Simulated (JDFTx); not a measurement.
**Run report: MoS2, band-structure run**

System: MoS2 (P6₃/mmc, 6 atoms in the cell).
Method: Kohn-Sham DFT of a periodic cell, LDA, PseudoDojo-SR-LDA-0.4.1-standard, no spin polarisation (JDFTx 1.7.0 (patched build)).

The structure derives from an entry of the Crystallography Open Database.

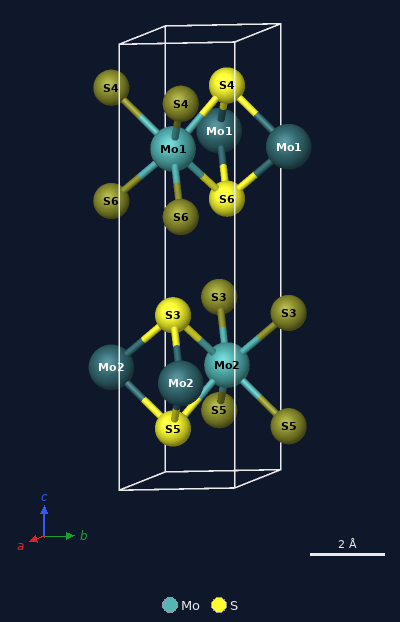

**Figure 1.** The structure (ball-and-stick view of the cell of the calculation, seen slightly off an axis; neighbours outside the cell are drawn fainter; atoms are numbered from 1 in the order of the input). An atom can appear more than once, as a periodic image. Near neighbours in the periodic cell (some may lie outside the picture): Mo has 6 S at 2.41 Å; S has 3 Mo at 2.41 Å.

### Input
```
lattice Hexagonal 5.9885420889 23.2889847599
coords-type Lattice
ion Mo     0.6666666667     0.3333333333     0.7500000000 1
ion Mo     0.3333333333     0.6666666667     0.2500000000 1
ion S      0.6666666667     0.3333333333     0.3770000000 1
ion S      0.3333333333     0.6666666667     0.8770000000 1
ion S      0.6666666667     0.3333333333     0.1230000000 1
ion S      0.3333333333     0.6666666667     0.6230000000 1

ion-species pseudo/Mo.upf
ion-species pseudo/S.upf
elec-cutoff 40 320
elec-ex-corr lda-PW
elec-smearing Fermi 0.0018374661
elec-n-bands 34
electronic-minimize nIterations 30 energyDiffThreshold 1e-06
davidson-band-ratio 1.3
forces-output-coords Cartesian
include path.kpoints
symmetries none
fix-electron-density run.$VAR

dump-name bands.$VAR
dump End Ecomponents EigStats BandEigs Kpoints Forces
```

### File path.kpoints
```
kpoint +0.0000000000 +0.0000000000 +0.0000000000 0.020000000000
kpoint +0.0714285714 +0.0000000000 +0.0000000000 0.020000000000
kpoint +0.1428571429 +0.0000000000 +0.0000000000 0.020000000000
kpoint +0.2142857143 +0.0000000000 +0.0000000000 0.020000000000
kpoint +0.2857142857 +0.0000000000 +0.0000000000 0.020000000000
kpoint +0.3571428571 +0.0000000000 +0.0000000000 0.020000000000
kpoint +0.4285714286 +0.0000000000 +0.0000000000 0.020000000000
kpoint +0.5000000000 +0.0000000000 +0.0000000000 0.020000000000
kpoint +0.4583333333 +0.0833333333 +0.0000000000 0.020000000000
kpoint +0.4166666667 +0.1666666667 +0.0000000000 0.020000000000
kpoint +0.3750000000 +0.2500000000 +0.0000000000 0.020000000000
kpoint +0.3333333333 +0.3333333333 +0.0000000000 0.020000000000
kpoint +0.2962962963 +0.2962962963 +0.0000000000 0.020000000000
kpoint +0.2592592593 +0.2592592593 +0.0000000000 0.020000000000
kpoint +0.2222222222 +0.2222222222 +0.0000000000 0.020000000000
kpoint +0.1851851852 +0.1851851852 +0.0000000000 0.020000000000
kpoint +0.1481481481 +0.1481481481 +0.0000000000 0.020000000000
kpoint +0.1111111111 +0.1111111111 +0.0000000000 0.020000000000
kpoint +0.0740740741 +0.0740740741 +0.0000000000 0.020000000000
kpoint +0.0370370370 +0.0370370370 +0.0000000000 0.020000000000
kpoint +0.0000000000 +0.0000000000 +0.0000000000 0.020000000000
kpoint +0.0000000000 +0.0000000000 +0.5000000000 0.020000000000
kpoint +0.0625000000 +0.0000000000 +0.5000000000 0.020000000000
kpoint +0.1250000000 +0.0000000000 +0.5000000000 0.020000000000
kpoint +0.1875000000 +0.0000000000 +0.5000000000 0.020000000000
kpoint +0.2500000000 +0.0000000000 +0.5000000000 0.020000000000
kpoint +0.3125000000 +0.0000000000 +0.5000000000 0.020000000000
kpoint +0.3750000000 +0.0000000000 +0.5000000000 0.020000000000
kpoint +0.4375000000 +0.0000000000 +0.5000000000 0.020000000000
kpoint +0.5000000000 +0.0000000000 +0.5000000000 0.020000000000
kpoint +0.4666666667 +0.0666666667 +0.5000000000 0.020000000000
kpoint +0.4333333333 +0.1333333333 +0.5000000000 0.020000000000
kpoint +0.4000000000 +0.2000000000 +0.5000000000 0.020000000000
kpoint +0.3666666667 +0.2666666667 +0.5000000000 0.020000000000
kpoint +0.3333333333 +0.3333333333 +0.5000000000 0.020000000000
kpoint +0.3030303030 +0.3030303030 +0.5000000000 0.020000000000
kpoint +0.2727272727 +0.2727272727 +0.5000000000 0.020000000000
kpoint +0.2424242424 +0.2424242424 +0.5000000000 0.020000000000
kpoint +0.2121212121 +0.2121212121 +0.5000000000 0.020000000000
kpoint +0.1818181818 +0.1818181818 +0.5000000000 0.020000000000
kpoint +0.1515151515 +0.1515151515 +0.5000000000 0.020000000000
kpoint +0.1212121212 +0.1212121212 +0.5000000000 0.020000000000
kpoint +0.0909090909 +0.0909090909 +0.5000000000 0.020000000000
kpoint +0.0606060606 +0.0606060606 +0.5000000000 0.020000000000
kpoint +0.0303030303 +0.0303030303 +0.5000000000 0.020000000000
kpoint +0.0000000000 +0.0000000000 +0.5000000000 0.020000000000
kpoint +0.5000000000 +0.0000000000 +0.5000000000 0.020000000000
kpoint +0.5000000000 +0.0000000000 +0.0000000000 0.020000000000
kpoint +0.3333333333 +0.3333333333 +0.0000000000 0.020000000000
kpoint +0.3333333333 +0.3333333333 +0.5000000000 0.020000000000
```

Command:
```bash
jdftx -c 1 -i bands.in -o bands.out
```

### Output
```
*************** JDFTx 1.7.0 (patched build) ***************

Input parsed successfully to the following command list (including defaults):
[... the input with its defaults ...]

---------- Initializing the Grid ----------
R =
[      5.98854     -2.99427            0  ]
[            0      5.18623            0  ]
[            0            0       23.289  ]
unit cell volume = 723.308
G =
[     1.0492   0.605757         -0  ]
[          0    1.21151          0  ]
[          0         -0   0.269792  ]
Minimum fftbox size, Smin = [  52  52  188  ]
Chosen fftbox size, S = [  54  54  192  ]

---------- Initializing tighter grid for wavefunction operations ----------
R =
[      5.98854     -2.99427            0  ]
[            0      5.18623            0  ]
[            0            0       23.289  ]
unit cell volume = 723.308
G =
[     1.0492   0.605757         -0  ]
[          0    1.21151          0  ]
[          0         -0   0.269792  ]
Minimum fftbox size, Smin = [  36  36  136  ]
Chosen fftbox size, S = [  36  36  140  ]

---------- Exchange Correlation functional ----------
Initalized Slater LDA exchange.
Initalized Perdew-Wang LDA correlation.

---------- Setting up pseudopotentials ----------
Width of ionic core gaussian charges (only for fluid interactions / plotting) set to 0

Reading pseudopotential file 'pseudo/Mo.upf':
  'Mo' pseudopotential, 'SLA  PW   NOGX NOGC' functional
  Generated using ONCVPSP code by D. R. Hamann
  14 valence electrons, 4 orbitals, 6 projectors, 1001 radial grid points, with lMax = 2
    4S    l: 0   occupation:  2.0   eigenvalue: -2.367563
    4P    l: 1   occupation:  6.0   eigenvalue: -1.418151
    4D    l: 2   occupation:  5.0   eigenvalue: -0.144524
    5S    l: 0   occupation:  1.0   eigenvalue: -0.158831
  Core radius for overlap checks: 1.35 bohrs.

Reading pseudopotential file 'pseudo/S.upf':
  'S' pseudopotential, 'SLA  PW   NOGX NOGC' functional
  Generated using ONCVPSP code by D. R. Hamann
  6 valence electrons, 2 orbitals, 6 projectors, 1001 radial grid points, with lMax = 2
    3S    l: 0   occupation:  2.0   eigenvalue: -0.635064
    3P    l: 1   occupation:  4.0   eigenvalue: -0.261175
  Core radius for overlap checks: 1.67 bohrs.

Initialized 2 species with 6 total atoms.

Folded 50 k-points by 1x1x1 to 50 k-points.

---------- Setting up k-points, bands, fillings ----------
No reducable k-points.
Computing the number of bands and number of electrons
Calculating initial fillings.
nElectrons:  52.000000   nBands: 34   nStates: 50

----- Setting up reduced wavefunction bases (one per k-point) -----
average nbasis = 8745.360 , ideal nbasis = 8739.919

---------- Setting up ewald sum ----------
Optimum gaussian width for ewald sums = 2.656599 bohr.
Real space sum over 1183 unit cells with max indices [  6  6  3  ]
Reciprocal space sum over 3751 terms with max indices [  5  5  15  ]

---------- Allocating electronic variables ----------
Reading n from file 'run.n' ... done
Initializing wave functions:  linear combination of atomic orbitals

----------- Band structure minimization -------------
Minimization will be done independently for each quantum number.

---- Minimization of quantum number:     0  [ +0.0000000 +0.0000000 +0.0000000 ]  0.040000000 ----
BandDavidson: Iter:   0  Eband: -0.062066728907954
BandDavidson: Iter:   1  Eband: -0.069383595670123  dEband: -7.316867e-03
BandDavidson: Iter:   2  Eband: -0.070631689745922  dEband: -1.248094e-03
BandDavidson: Iter:   3  Eband: -0.070950534750741  dEband: -3.188450e-04
[... 735 lines of inner loops ...]
BandDavidson: Iter:  10  Eband: -0.081342639129418  dEband: -1.670899e-06
BandDavidson: Iter:  11  Eband: -0.081343480316058  dEband: -8.411866e-07
BandDavidson: Converged (dEband<1.000000e-06)
	FillingsUpdate:  mu: +0.411099743  nElectrons: 52.000000

Dumping 'bands.eigStats' ...
	eMin: -1.859881 at state 21 ( [ +0.000000 +0.000000 +0.500000 ] spin 0 )
	HOMO: +0.395826 at state 20 ( [ +0.000000 +0.000000 +0.000000 ] spin 0 )
	mu  : +0.411100
	LUMO: +0.425451 at state 15 ( [ +0.185185 +0.185185 +0.000000 ] spin 0 )
	eMax: +0.554725 at state 13 ( [ +0.259259 +0.259259 +0.000000 ] spin 0 )
	HOMO-LUMO gap: +0.029625
	Optical gap  : +0.060897 at state 11 ( [ +0.333333 +0.333333 +0.000000 ] spin 0 )
Done!
```

### Results in brief

| quantity | value |
| --- | --- |
| outcome | converged |
| space group (tolerance 0.01 Å) | P6₃/mmc (194) |
| electrons treated | 52 |
| gap on the band path | 0.81 eV |
| hardware | 1 thread of Intel Xeon (Sapphire Rapids), 32 GiB of memory available, shared host |
| wall time | 2.9 min |
| peak memory | 0.37 GiB |

### Remarks

Points of doubt noted for this run: coarse mesh. The k-point mesh is coarse for a cell of this size, so the results may not be converged.
